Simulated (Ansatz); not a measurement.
## ZnSe: geometry relaxation (part 2 of 2)

Continued. System: ZnSe (F-43m, 2 atoms in the cell). Method: DFT, LDA, plane waves, PAW, no spin polarisation (Ansatz 0.2.0); cutoff 420 eV, 8×8×8 k-mesh, Fermi–Dirac smearing of 0.02 eV. The structure derives from an entry of the Crystallography Open Database. The geometry comes from this level: PBE.

Geometry of the input (Å; fractional positions):
```
0.0000  2.8659  2.8659
2.8659  0.0000  2.8659
2.8659  2.8659  0.0000
Zn 0.0000  0.0000  0.0000
Se 0.2500  0.2500  0.2500
```

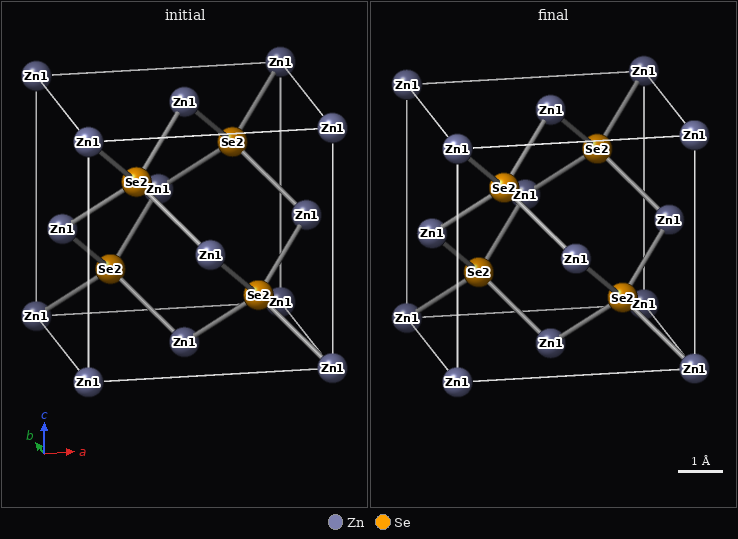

Before (left) and after (right) the relaxation, at one scale (ball-and-stick view of the cell 4 times as large as that of the calculation, set on its symmetry axes, seen slightly off an axis). No atom moves by more than 0.005 Å relative to the cell. Cell: a = b = c 5.732 → 5.568 Å (−2.9 %). Volume −8.3 %. Among the contacts that change: Zn1–Se2 2.482 → 2.411 Å. The space group stays F-43m (No. 216). After 3 geometry steps the energy has fallen by 69.3 meV per cell of the calculation. All forces vanish by symmetry, so only the cell relaxes. Pressure: −5.13 GPa at the start and −0.01 GPa at the end. A last SCF at the same geometry on a re-selected plane-wave basis shifts the energy by +0.9 meV per cell of the calculation. (Atoms are counted from 1 in the order of the input.)

```
basis re-selected at this cell: Δ(F+E_penalty+E_count) = +9.478e-4 eV, ΔP = -0.003 GPa vs the last step (what re-selecting the basis moved, of the pressure what is left beyond the Pulay correction that the steps carried, after the strain that the cell walked since its last selection, with what the two solves' SCF thresholds leave and, on support functions, any second-order correction that the steps lacked; it is no measure of the basis error at this ecutwfc). The dense FFT grid was sized anew with the basis: this SCF ran on 27×27×27 points, the steps before it on 30×30×30, so part of this shift can come from that change (see relax.cell in the input reference). This SCF's stress stands 9.98e-3 GPa from its target on what of the cell is left free (relax.cell.stress_tol is 5.00e-2 GPa) and its largest allowed force component is 1.97e-17 eV/Å (relax.f_tol is 5.00e-3 eV/Å): within both
SCF converged after 6 iterations
Free energy (F): -8630.850236 eV
Harris-Foulkes:  -8630.850236 eV  (|F-HF|=5.46e-12)
Internal energy: -8630.850236 eV  (E = F + TS)
E sigma→0 (E₀):  -8630.850236 eV
Fermi energy:    7.841629 eV
--- Per-component energies (eV) ---
  E_band       = -377.522236
  E_kinetic    = 252.134878
  E_local      = -4323.106428  (includes V_loc(G=0)·N_el)
  E_nonlocal   = 27.338395
  E_hartree    = 2001.449723
  E_xc         = -239.794497
  E_vxc        = -152.900201  (∫ρ·V_xc dr)
  E_paw        = -3582.894438  (= ΣΔE_a)
  E_vpaw       = -183.887313  (= ΣTr[D̂ρ^β])
  E_aug_tail   = -0.000958  (compensation charges beyond the density's cutoff)
  E_ewald      = -2769.751413
  E_core_change = 3.774504  (= ΣΔE_core)
  E_smearing   = -0.000000  (= −TS)
  E_closure    = -0.000000  (closes the sum)
  Σ components = -8630.850236   (vs F -8630.850236, Δ=0.00e0)
--- Forces (eV/Å), atoms counted from 1 ---
  atom   1  Zn     0.00000000     0.00000000    -0.00000000
  atom   2  Se    -0.00000000     0.00000000     0.00000000
  max |Σ_I F_I| component: 2.95e-17 eV/Å
--- Stress (GPa, compression-positive) ---
       -0.009977      -0.000000      -0.000000
       -0.000000      -0.009977       0.000000
       -0.000000       0.000000      -0.009977
  P = ⅓ Tr σ = -0.0100 GPa (-0.100 kbar)
--- Band table (eV; the first three rows and the last of 29) ---
  k-point 0: bands = ["-39.9580", "-39.9580", "-39.9580", "-39.9525", "-39.9525", "-6.4702", "0.3413", "0.3413", "0.3413", "0.7511", "0.7511", "7.2060", "7.2060", "7.2060", "8.4553", "12.9050", "12.9050", "12.9050"]
  k-point 1: bands = ["-39.9580", "-39.9580", "-39.9580", "-39.9524", "-39.9524", "-6.3588", "0.3449", "0.3589", "0.3589", "0.7493", "0.7493", "5.7916", "7.0364", "7.0364", "9.4815", "12.8586", "13.1782", "13.1782"]
  k-point 2: bands = ["-39.9580", "-39.9579", "-39.9579", "-39.9524", "-39.9524", "-6.0677", "0.3946", "0.3974", "0.3974", "0.7508", "0.7508", "3.9521", "6.6783", "6.6783", "9.9008", "13.5745", "13.5745", "13.7649"]
  k-point 28: bands = ["-39.9579", "-39.9578", "-39.9575", "-39.9525", "-39.9523", "-5.2785", "0.4593", "0.5711", "0.7084", "0.7178", "1.0970", "2.1935", "4.1823", "4.2508", "12.5551", "12.8990", "14.1363", "14.7683"]
--- Relaxed structure (4 steps of the walk, 4 accepted, 1 SCFs on fresh bases) ---
  F+E_penalty+E_count = -8630.85023555 eV   max|allowed force component| = 1.966e-17 eV/Å   (the final SCF, on the basis selected at the relaxed cell)
  cell:  # Å, volume = 43.1493 Å³
    - [-5.604909236185147e-34, 2.783862767935517, 2.783862767935517]
    - [2.783862767935517, 5.146325753224546e-33, 2.783862767935517]
    - [2.783862767935517, 2.783862767935517, 3.36294554171109e-33]
  atoms:
    - { symbol: Zn, position: [-6.3981048960719995e-34, 5.502090206031282e-34, 8.386137489599842e-34] }
    - { symbol: Se, position: [0.25, 0.25, 0.25] }
```

### File rho_z.tsv
```
# z_ang	rho[e/angstrom^3]
# format = ansatz-planar-average/11
# lattice	-0.000000000	2.783862768	2.783862768
# lattice	2.783862768	0.000000000	2.783862768
# lattice	2.783862768	2.783862768	0.000000000
# sites	2
# site	30	0.000000000	0.000000000	-0.000000000
# site	34	1.391931384	1.391931384	1.391931384
0.000000	1.345480e0
0.145814	1.262008e0
0.291628	1.045071e0
0.437442	9.203678e-1
0.583256	1.004769e0
0.729070	1.254390e0
0.874884	1.496271e0
1.020698	1.530793e0
1.166512	1.301160e0
1.312325	9.380580e-1
1.458139	6.112631e-1
1.603953	3.933725e-1
1.749767	2.687394e-1
1.895581	1.999647e-1
2.041395	1.591564e-1
2.187209	1.310403e-1
2.333023	1.107445e-1
2.478837	9.832848e-2
2.624651	9.381833e-2
2.770465	9.792553e-2
2.916279	1.136349e-1
3.062093	1.449021e-1
3.207907	2.010918e-1
3.353721	3.072454e-1
3.499535	5.062063e-1
3.645349	8.204716e-1
3.791163	1.164302e0
```

### File v_z.tsv
```
# z_ang	v_es[eV]	v_tot[eV]
# format = ansatz-planar-average/11
# xc	lda
# density_cutoff_ev	1680
# datasets	Zn=:simpson_from_first_knot:soft:shift=-1931363	Se=:simpson_from_first_knot:soft:shift=-2261459
# lattice	-0.000000000	2.783862768	2.783862768
# lattice	2.783862768	0.000000000	2.783862768
# lattice	2.783862768	2.783862768	0.000000000
# sites	2
# site	30	0.000000000	0.000000000	-0.000000000
# site	34	1.391931384	1.391931384	1.391931384
0.000000	4.546592e-1	-1.155966e1
0.145814	-3.880567e-1	-1.272861e1
0.291628	-6.455177e-1	-1.315145e1
0.437442	-3.213289e-1	-1.284507e1
0.583256	4.234329e-1	-1.199332e1
0.729070	1.421624e0	-1.079125e1
0.874884	2.542095e0	-9.396148e0
1.020698	3.618460e0	-7.978661e0
1.166512	4.459309e0	-6.715151e0
1.312325	5.030316e0	-5.640425e0
1.458139	5.547413e0	-4.568737e0
1.603953	6.179142e0	-3.371671e0
1.749767	7.004630e0	-2.000491e0
1.895581	8.065150e0	-4.289807e-1
2.041395	9.202422e0	1.174529e0
2.187209	1.009717e1	2.470821e0
2.333023	1.056440e1	3.248295e0
2.478837	1.068874e1	3.566453e0
2.624651	1.058251e1	3.511856e0
2.770465	1.018391e1	3.001282e0
2.916279	9.350424e0	1.879310e0
3.062093	8.161978e0	2.158171e-1
3.207907	6.819194e0	-1.778007e0
3.353721	5.460043e0	-3.905930e0
3.499535	4.143184e0	-6.018721e0
3.645349	2.892756e0	-8.009010e0
3.791163	1.644249e0	-9.885293e0
```

### Trajectory as extended XYZ (Å, eV, eV/Å), 5 frames, from step=1 to step=5
```
2
Lattice="0.0000 2.8659 2.8659 2.8659 0.0000 2.8659 2.8659 2.8659 0.0000" Properties=species:S:1:pos:R:3:forces:R:3 step=1 energy=-8630.78192 pressure_GPa=-5.13
Zn    0.0000    0.0000    0.0000    0.0000   0.0000   0.0000
Se    1.4330    1.4330    1.4330    0.0000   0.0000   0.0000
2
Lattice="0.0000 2.8001 2.8001 2.8001 0.0000 2.8001 2.8001 2.8001 0.0000" Properties=species:S:1:pos:R:3:forces:R:3 step=2 energy=-8630.84806 pressure_GPa=-1.21
Zn    0.0000    0.0000    0.0000    0.0000   0.0000   0.0000
Se    1.4000    1.4000    1.4000    0.0000   0.0000   0.0000
2
Lattice="0.0000 2.7810 2.7810 2.7810 0.0000 2.7810 2.7810 2.7810 0.0000" Properties=species:S:1:pos:R:3:forces:R:3 step=3 energy=-8630.85113 pressure_GPa=0.22
Zn    0.0000    0.0000    0.0000    0.0000   0.0000   0.0000
Se    1.3905    1.3905    1.3905    0.0000   0.0000   0.0000
2
Lattice="0.0000 2.7839 2.7839 2.7839 0.0000 2.7839 2.7839 2.7839 0.0000" Properties=species:S:1:pos:R:3:forces:R:3 step=4 energy=-8630.85118 pressure_GPa=-0.01
Zn    0.0000    0.0000    0.0000    0.0000   0.0000   0.0000
Se    1.3919    1.3919    1.3919    0.0000   0.0000   0.0000
2
Lattice="0.0000 2.7839 2.7839 2.7839 0.0000 2.7839 2.7839 2.7839 0.0000" Properties=species:S:1:pos:R:3:forces:R:3 step=5 energy=-8630.85024 pressure_GPa=-0.01
Zn    0.0000    0.0000    0.0000    0.0000   0.0000   0.0000
Se    1.3919    1.3919    1.3919    0.0000   0.0000   0.0000
```

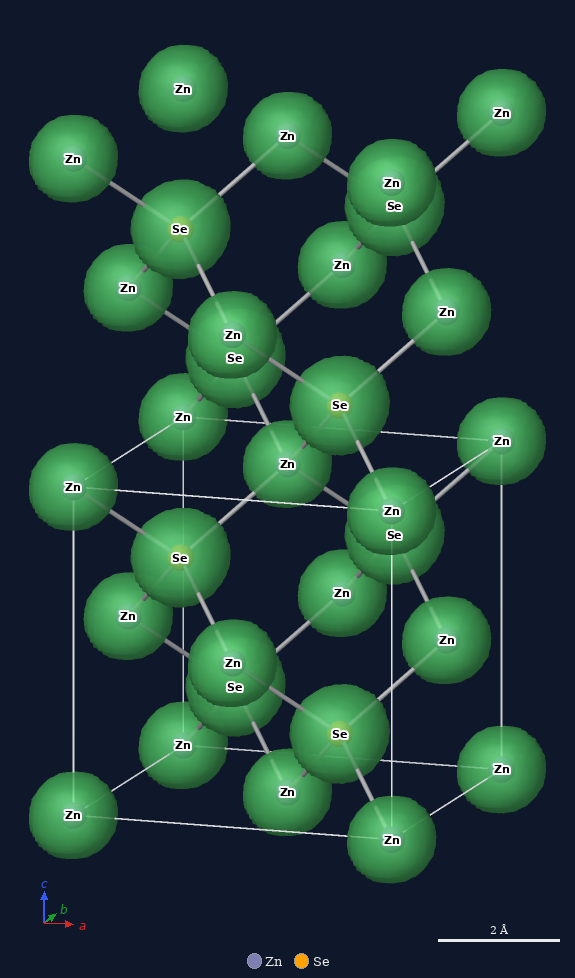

Isosurface of the valence electron density at 1 e/Å³ (green), seen slightly off an axis. Sticks mark near contacts. The outline is the cell set on symmetry axes. At this value the density breaks into separate islands; it holds about 70 % of the electrons treated as valence. It is pinched off along the Zn–Se (2.41 Å) contacts. On the grid the lowest density along these lines, outside the cores, is 0.46 e/Å³ (Zn–Se, 2.41 Å). Core electrons are frozen (PAW), so the fields are smoothed inside the atomic spheres.

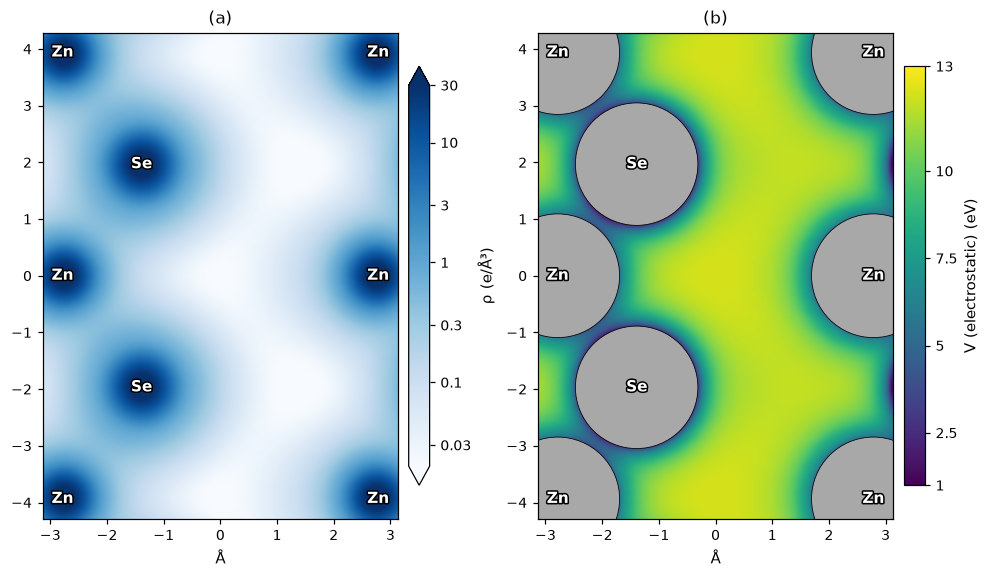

(a) valence charge density (pseudo); (b) electrostatic potential energy of an electron on the (101) plane of the conventional cell. Grey discs, where drawn, cover atomic cores. Atoms in the plane: Zn and Se. Zn–Se (2.41 Å): ρ at the midpoint is about 0.5 e/Å³. Away from the nuclei the density in this plane falls to 0.02 e/Å³ at its lowest. Outside the cores the potential energy rises away from the atoms and is highest about 2.4 Å from the nearest atoms; outside the discs it spans about 11 eV, and its zero is arbitrary.
